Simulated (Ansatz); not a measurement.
**Geometry relaxation, with input and output: CaO (part 1 of 3)**

CaO (C2/c, 4 atoms in the cell), computed with DFT r2SCAN, scalar-relativistic, plane waves, PAW (Ansatz 0.2.0).

The structure was made by swapping elements on the sites of another compound; it need not be a known phase. The run did not end well. It belongs to a series of runs on one base structure; here: Cu -> Ca on all its sites, cell and atoms relaxed.

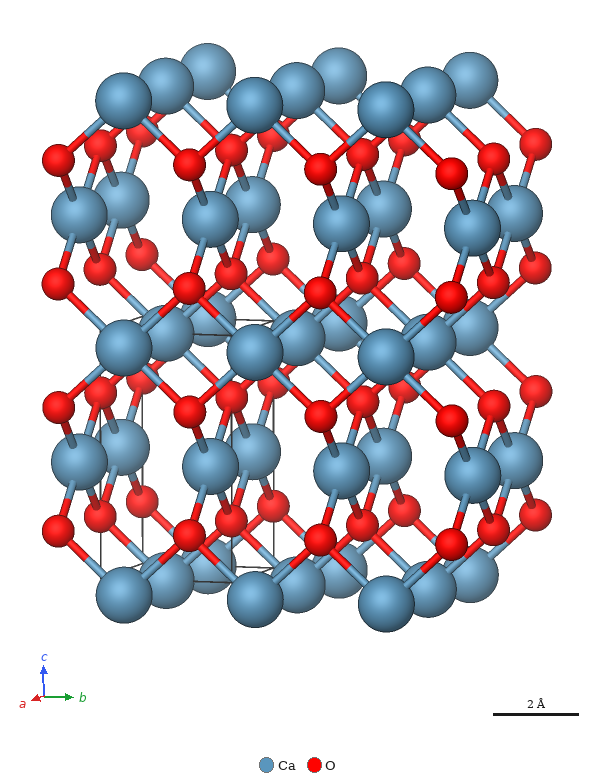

*The structure as given in the input (ball-and-stick view of the cell of the calculation, repeated 2 × 3 × 2, seen slightly off an axis).*

Near neighbours in the crystal (not all of them lie inside the picture): Ca has 4 O at 2.21 Å; O has 4 Ca at 2.21 Å.

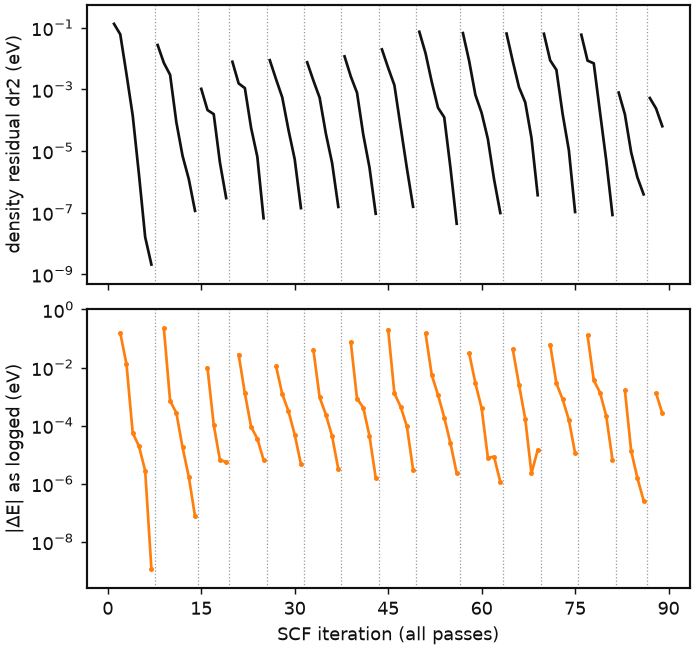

*Convergence of the self-consistent field: density residual dr2 and size of the energy change against the SCF iteration. Dotted lines part the SCF passes that the log prints in full.*

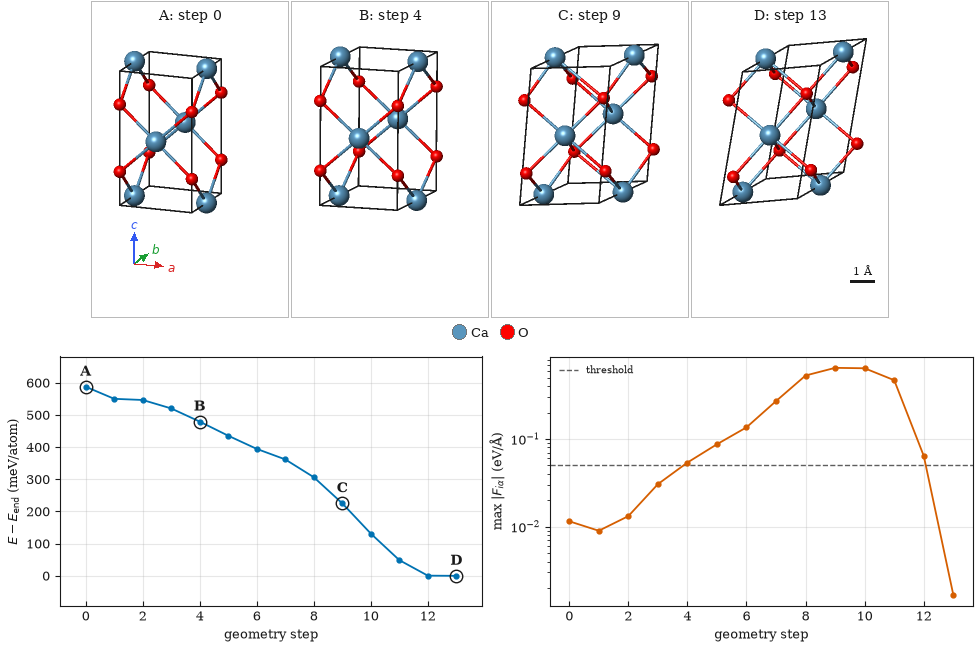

*Frames of the relaxation (ball-and-stick view of the cell of the calculation, seen slightly off an axis) above the curves, on which the letters mark them (the first geometry is step 0 here and step 1 in the log).*

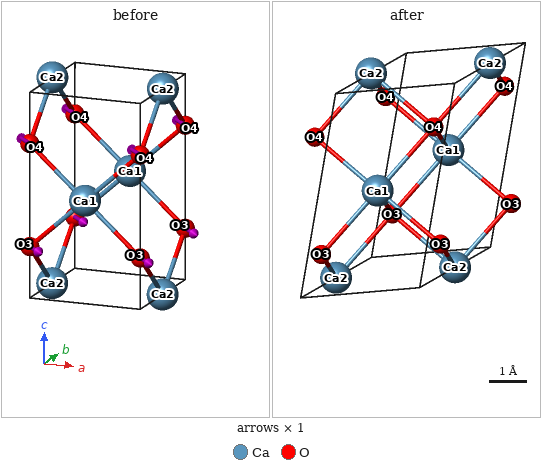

*Before (left) and after (right) the relaxation, at one scale (ball-and-stick view of the cell of the calculation, seen slightly off an axis). The pink arrows give the displacements (without the part carried along by the change of the cell), at true length.*

The run was cut off at its time limit before the program reported convergence, but its last step already meets the force threshold: the largest component is 0.0017 eV/Å against 0.05 eV/Å. The pressure is within 0.09 GPa of its target. After 13 geometry steps the energy has fallen by 588 meV per atom. Largest force component: 0.012 eV/Å at the start, 0.0017 eV/Å at the end. The pressure goes from 8.74 to −0.09 GPa. The largest moves relative to the cell, 0.85 Å, are those of O3 and O4. Ca stays in place. Cell: a = b 3.289 → 3.354 Å (+2.0 %), c 5.919 → 5.856 Å (−1.1 %), α 89.8° → 74.0°, β 89.8° → 74.0°, γ 89.2° → 60.9°. Volume −14.8 %. Among the contacts that change: Ca1–O3 3.936 → 2.402 Å. New bonds form: Ca1–O3 (3.94 → 2.40 Å), Ca1–O4 (3.94 → 2.40 Å), Ca2–O3 (3.94 → 2.40 Å), Ca2–O4 (3.94 → 2.40 Å). Among the angles that change: Ca1–O4–Ca2 117.5° → 180.0°, Ca1–O4–Ca2 116.7° → 89.8°, Ca1–O4–Ca2 116.1° → 90.5°. The space group (tolerance 0.01 Å) goes from C2/c (No. 15) to C2/m (No. 12). (Atoms are counted from 1 in the order of the input.)

The input that produced these results follows, with the program's output.

**Input**
```yaml
crystal:
  lattice:
    - [3.2889767031, 0.0013959324, -0.0001367406]
    - [0.0460248744, 3.2887418467, 1.118e-07]
    - [0.0197458433, 0.0197092032, 5.9189330309]
  atoms:
    - { symbol: Ca, position: [0.5, 0.0, 0.5] }
    - { symbol: Ca, position: [0.0, 0.5, 0.0] }
    - { symbol: O, position: [0.0015252935, 0.9984057309, 0.2499998059] }
    - { symbol: O, position: [0.9984747065, 0.0015942691, 0.7500001941] }
basis:
  ecutwfc: 500
kpoints:
  mp_grid: { grid: [6, 6, 4] }
hamiltonian:
  xc: r2scan
scf:
  occupations: { method: gaussian, width: 0.1 }
output:
  forces: true
  stress: true
  eigenvalues: true
relax:
  adjacent_minimum: "off"
  f_tol: 0.05
  max_steps: 60
  cell: { stress_tol: 0.5 }
```

Run as:
```bash
ansatz run input.yaml --threads 1 --pin off --max-ram 2560MiB --backend cpu --events-out ev --progress --plain --runs-dir out
```

**Output**
```
Engine: ansatz 0.2.0, x86_64-unknown-linux-gnu
Pseudopotentials: kind: paw
Pseudopotential: Ca, paw, valence charge 10, recommended cutoff 500 eV (meta_gga), Ca.paw.azcp
Pseudopotential: O, paw, valence charge 6, recommended cutoff 500 eV (meta_gga), O.paw.azcp
Functional definition: r2SCAN
  parameter k0 = 0.174
  parameter k1 = 0.065
  parameter a1 = 4.9479
  exchange = r2scan_x(k0 = k0, k1 = k1, a1 = a1)
  correlation = r2scan_c
Crystal: 4 atoms, lattice volume = 64.022 Å³
Basis set: ecut = 500 eV, 1613 PW (Γ), exchange–correlation on 96×96×180 points (64 copies of the dense FFT grid, shifted against one another)
Bands: 20, of which v1, the nominal top of the filled ones, is band 16 counted from 1 (15 counted from 0)
Symmetry: 2 space group operations
Space group: P-1 (ITA 2), of the structure as read, at distance tolerance 4.0e-5 Å
k-points: 76 of 144
Non-local potential: Ca, projectors of the file, l = 0: 3, l = 1: 2, l = 2: 2
Non-local potential: O, projectors of the file, l = 0: 2, l = 1: 2, l = 2: 1
PAW form: soft (Blöchl's): semilocal exchange-correlation on the pseudo side does not see the compensation charge
PAW frozen core: Ca, regenerated for the run's functional (the file was generated under x = pbe(κ = 0.804, μ = 0.2195149727645171), c = pbe(β = 0.06672455060314922))
PAW frozen core: O, regenerated for the run's functional (the file was generated under x = pbe(κ = 0.804, μ = 0.2195149727645171), c = pbe(β = 0.06672455060314922))
PAW one-centre angular grid: Ca, 302 points (default); XC on 160 Gauss nodes
PAW one-centre angular grid: O, 302 points (default); XC on 160 Gauss nodes
Initial density: superposition of atomic densities (neutral atoms: chi_scale 0, normalization atom), corrected by the library's trained network
Initial wavefunctions: pseudopotential atomic-orbital guess
Functional: x = r2scan, c = r2scan; τ floored in thin density (d = 2e-4 eV/Å³)
SCF iter   1: F=—  HF=-4785.616728 eV  |F-HF|=—  |Δ(HF+E_count)|=         —  Δρ=1.24e-2  dr2=1.34e-1  dr2_τ=1.57e-1  ethr=1.77e-3  ⟨swp⟩=6.8  Hψ=8024  notcnv=0
preconditioner: auto → none  [insulator: Δε(μ)=1.735 eV  Ē_g=16.978 eV  σ=0.100 eV  W_gap=1.00  n_scr=16 (ndim 8)  ℏωp=24.6 eV  f_vac=0.041  D(μ)=0.00/eV (n_scr^D=0)  ε∞_Penn≈3.1]
SCF iter   2: F=—  HF=-4785.771529 eV  |F-HF|=—  |Δ(HF+E_count)|=   1.55e-1  Δρ=1.24e-2  dr2=6.14e-2  dr2_τ=1.32e-2  ethr=4.20e-4  ⟨swp⟩=2.8  Hψ=3529  notcnv=0
SCF iter   3: F=—  HF=-4785.758496 eV  |F-HF|=—  |Δ(HF+E_count)|=   1.30e-2  Δρ=2.91e-3  dr2=3.13e-3  dr2_τ=2.79e-4  ethr=1.92e-4  ⟨swp⟩=2.0  Hψ=2422  notcnv=0
SCF iter   4: F=—  HF=-4785.758552 eV  |F-HF|=—  |Δ(HF+E_count)|=   5.54e-5  Δρ=6.83e-4  dr2=1.41e-4  dr2_τ=3.82e-5  ethr=9.78e-6  ⟨swp⟩=3.0  Hψ=3000  notcnv=0
SCF iter   5: F=—  HF=-4785.758571 eV  |F-HF|=—  |Δ(HF+E_count)|=   1.96e-5  Δρ=9.40e-5  dr2=1.74e-6  dr2_τ=4.31e-7  ethr=4.40e-7  ⟨swp⟩=2.0  Hψ=1976  notcnv=0
SCF iter   6: F=—  HF=-4785.758574 eV  |F-HF|=—  |Δ(HF+E_count)|=   2.76e-6  Δρ=6.62e-6  dr2=1.59e-8  dr2_τ=5.55e-9  ethr=3.13e-10  ⟨swp⟩=3.4  Hψ=6694  notcnv=0
SCF iter   7: F=-4785.758574 eV  HF=-4785.758574 eV  |F-HF|=1.16e-9  |Δ(HF+E_count)|=   1.14e-9  Δρ=1.54e-6  dr2=2.04e-9  dr2_τ=2.07e-10  ethr=4.96e-11  ⟨swp⟩=2.0  Hψ=5119  notcnv=0
SCF 1 converged in 7 iterations: F = -4785.758574 eV  dr2 = 2.04e-9
  greatest PAW one-centre occupation: 0.994 electrons in one spin orbital (limit 2), on the Ca atom at site 0 (counted from 0), in its partial waves of l = 0
relax step   1: F+E_penalty+E_count = -4785.75857417 eV  Δ(F+E_penalty+E_count) = +0.000e0 eV  max|allowed force component| = 1.151e-2 eV/Å  Δτ_max = 0.0000 Å  P = +8.737 GPa  Ω = 64.022 Å³  (7 SCF iters, dr2 threshold 1.00e-7 eV, accepted)
Crystal: 4 atoms, lattice volume = 69.589 Å³
Basis set: ecut = 500 eV, 1775 PW (Γ), exchange–correlation on 96×96×180 points (64 copies of the dense FFT grid, shifted against one another)
Initial density: handed on by an earlier stage of this run
Initial wavefunctions: those handed on with the density
iter 1 solved again at ethr=8.88e-5 eV; its pass at ethr=3.10e-3 eV (dr2=2.84e-2 eV) is discarded
SCF iter   1: F=—  HF=-4785.686589 eV  |F-HF|=—  |Δ(HF+E_count)|=         —  Δρ=5.68e-3  dr2=2.76e-2  dr2_τ=1.91e-1  ethr=8.88e-5  ⟨swp⟩=1.0  Hψ=9610  notcnv=0
preconditioner: auto → none  [insulator: Δε(μ)=1.102 eV  Ē_g=16.487 eV  σ=0.100 eV  W_gap=1.00  n_scr=16 (ndim 8)  ℏωp=23.6 eV  f_vac=0.127  D(μ)=0.00/eV (n_scr^D=0)  ε∞_Penn≈3.0]
SCF iter   2: F=—  HF=-4785.909663 eV  |F-HF|=—  |Δ(HF+E_count)|=   2.23e-1  Δρ=3.23e-3  dr2=7.23e-3  dr2_τ=1.09e-3  ethr=8.64e-5  ⟨swp⟩=2.0  Hψ=3040  notcnv=0
SCF iter   3: F=—  HF=-4785.908959 eV  |F-HF|=—  |Δ(HF+E_count)|=   7.05e-4  Δρ=2.03e-3  dr2=2.97e-3  dr2_τ=4.10e-4  ethr=2.26e-5  ⟨swp⟩=2.0  Hψ=2272  notcnv=0
SCF iter   4: F=—  HF=-4785.908684 eV  |F-HF|=—  |Δ(HF+E_count)|=   2.75e-4  Δρ=4.89e-4  dr2=8.61e-5  dr2_τ=1.12e-5  ethr=9.27e-6  ⟨swp⟩=2.0  Hψ=2132  notcnv=0
SCF iter   5: F=—  HF=-4785.908701 eV  |F-HF|=—  |Δ(HF+E_count)|=   1.77e-5  Δρ=1.02e-4  dr2=6.91e-6  dr2_τ=2.01e-6  ethr=2.69e-7  ⟨swp⟩=2.0  Hψ=2717  notcnv=0
SCF iter   6: F=—  HF=-4785.908703 eV  |F-HF|=—  |Δ(HF+E_count)|=   1.72e-6  Δρ=4.06e-5  dr2=1.22e-6  dr2_τ=3.74e-8  ethr=2.16e-8  ⟨swp⟩=2.3  Hψ=2576  notcnv=0
SCF iter   7: F=-4785.908703 eV  HF=-4785.908703 eV  |F-HF|=5.98e-8  |Δ(HF+E_count)|=   7.43e-8  Δρ=1.34e-5  dr2=1.13e-7  dr2_τ=5.36e-9  ethr=1.25e-9  ⟨swp⟩=5.1  Hψ=6307  notcnv=0
SCF 2 converged in 7 iterations: F = -4785.908703 eV  dr2 = 1.13e-7
  greatest PAW one-centre occupation: 0.994 electrons in one spin orbital (limit 2), on the Ca atom at site 1 (counted from 0), in its partial waves of l = 0
relax step   2: F+E_penalty+E_count = -4785.90870322 eV  Δ(F+E_penalty+E_count) = -1.501e-1 eV  max|allowed force component| = 8.973e-3 eV/Å  Δτ_max = 0.0027 Å  P = +0.491 GPa  Ω = 69.589 Å³  energy of the carried Pulay correction = -2.014e-3 eV  (7 SCF iters, dr2 threshold 4.00e-7 eV, accepted)
Crystal: 4 atoms, lattice volume = 69.995 Å³
Basis set: ecut = 500 eV, 1769 PW (Γ), exchange–correlation on 96×96×180 points (64 copies of the dense FFT grid, shifted against one another)
iter 1 solved again at ethr=3.37e-6 eV; its pass at ethr=3.10e-3 eV (dr2=1.08e-3 eV) is discarded
SCF iter   1: F=—  HF=-4785.913274 eV  |F-HF|=—  |Δ(HF+E_count)|=         —  Δρ=1.89e-3  dr2=1.04e-3  dr2_τ=1.25e-2  ethr=3.37e-6  ⟨swp⟩=2.1  Hψ=10733  notcnv=0
preconditioner: auto → none  [insulator: Δε(μ)=1.308 eV  Ē_g=16.633 eV  σ=0.100 eV  W_gap=1.00  n_scr=16 (ndim 8)  ℏωp=23.5 eV  f_vac=0.087  D(μ)=0.00/eV (n_scr^D=0)  ε∞_Penn≈3.0]
SCF iter   2: F=—  HF=-4785.923008 eV  |F-HF|=—  |Δ(HF+E_count)|=   9.73e-3  Δρ=7.93e-4  dr2=2.13e-4  dr2_τ=3.93e-5  ethr=3.24e-6  ⟨swp⟩=2.0  Hψ=3016  notcnv=0
SCF iter   3: F=—  HF=-4785.923116 eV  |F-HF|=—  |Δ(HF+E_count)|=   1.07e-4  Δρ=5.32e-4  dr2=1.57e-4  dr2_τ=2.04e-5  ethr=6.66e-7  ⟨swp⟩=2.0  Hψ=2128  notcnv=0
SCF iter   4: F=—  HF=-4785.923109 eV  |F-HF|=—  |Δ(HF+E_count)|=   6.47e-6  Δρ=1.13e-4  dr2=4.17e-6  dr2_τ=6.48e-7  ethr=4.91e-7  ⟨swp⟩=2.0  Hψ=2128  notcnv=0
SCF iter   5: F=-4785.923115 eV  HF=-4785.923115 eV  |F-HF|=2.88e-7  |Δ(HF+E_count)|=   5.58e-6  Δρ=3.62e-5  dr2=2.94e-7  dr2_τ=4.87e-8  ethr=1.25e-9  ⟨swp⟩=3.1  Hψ=6361  notcnv=0
SCF 3 converged in 5 iterations: F = -4785.923115 eV  dr2 = 2.94e-7
relax step   3: F+E_penalty+E_count = -4785.92311509 eV  Δ(F+E_penalty+E_count) = -1.441e-2 eV  max|allowed force component| = 1.317e-2 eV/Å  Δτ_max = 0.0046 Å  P = -0.210 GPa  Ω = 69.995 Å³  energy of the carried Pulay correction = -2.162e-3 eV  (5 SCF iters, dr2 threshold 4.00e-7 eV, accepted)
Crystal: 4 atoms, lattice volume = 69.763 Å³
Basis set: ecut = 500 eV, 1777 PW (Γ), exchange–correlation on 96×96×180 points (64 copies of the dense FFT grid, shifted against one another)
iter 1 solved again at ethr=2.43e-5 eV; its pass at ethr=3.10e-3 eV (dr2=7.78e-3 eV) is discarded
SCF iter   1: F=—  HF=-4785.999162 eV  |F-HF|=—  |Δ(HF+E_count)|=         —  Δρ=5.65e-3  dr2=7.88e-3  dr2_τ=1.13e-1  ethr=2.43e-5  ⟨swp⟩=1.1  Hψ=10841  notcnv=0
preconditioner: auto → none  [insulator: Δε(μ)=1.397 eV  Ē_g=16.691 eV  σ=0.100 eV  W_gap=1.00  n_scr=16 (ndim 8)  ℏωp=23.5 eV  f_vac=0.075  D(μ)=0.00/eV (n_scr^D=0)  ε∞_Penn≈3.0]
SCF iter   2: F=—  HF=-4786.027094 eV  |F-HF|=—  |Δ(HF+E_count)|=   2.79e-2  Δρ=2.33e-3  dr2=1.56e-3  dr2_τ=3.19e-4  ethr=2.43e-5  ⟨swp⟩=2.0  Hψ=3040  notcnv=0
SCF iter   3: F=—  HF=-4786.028395 eV  |F-HF|=—  |Δ(HF+E_count)|=   1.30e-3  Δρ=1.40e-3  dr2=1.10e-3  dr2_τ=1.41e-4  ethr=4.88e-6  ⟨swp⟩=2.0  Hψ=2128  notcnv=0
SCF iter   4: F=—  HF=-4786.028304 eV  |F-HF|=—  |Δ(HF+E_count)|=   9.04e-5  Δρ=3.63e-4  dr2=5.61e-5  dr2_τ=8.17e-6  ethr=3.44e-6  ⟨swp⟩=2.0  Hψ=2128  notcnv=0
SCF iter   5: F=—  HF=-4786.028340 eV  |F-HF|=—  |Δ(HF+E_count)|=   3.55e-5  Δρ=1.53e-4  dr2=6.48e-6  dr2_τ=7.17e-7  ethr=1.75e-7  ⟨swp⟩=2.0  Hψ=1987  notcnv=0
SCF iter   6: F=-4786.028346 eV  HF=-4786.028346 eV  |F-HF|=2.36e-8  |Δ(HF+E_count)|=   6.59e-6  Δρ=1.16e-5  dr2=6.51e-8  dr2_τ=2.36e-8  ethr=1.25e-9  ⟨swp⟩=3.9  Hψ=7950  notcnv=0
SCF 4 converged in 6 iterations: F = -4786.028346 eV  dr2 = 6.51e-8
relax step   4: F+E_penalty+E_count = -4786.02834634 eV  Δ(F+E_penalty+E_count) = -1.052e-1 eV  max|allowed force component| = 3.048e-2 eV/Å  Δτ_max = 0.0111 Å  P = -0.827 GPa  Ω = 69.763 Å³  energy of the carried Pulay correction = -2.080e-3 eV  (6 SCF iters, dr2 threshold 4.00e-7 eV, accepted)
Crystal: 4 atoms, lattice volume = 68.947 Å³
Basis set: ecut = 500 eV, 1753 PW (Γ), exchange–correlation on 96×96×180 points (64 copies of the dense FFT grid, shifted against one another)
iter 1 solved again at ethr=2.74e-5 eV; its pass at ethr=3.10e-3 eV (dr2=8.78e-3 eV) is discarded
```
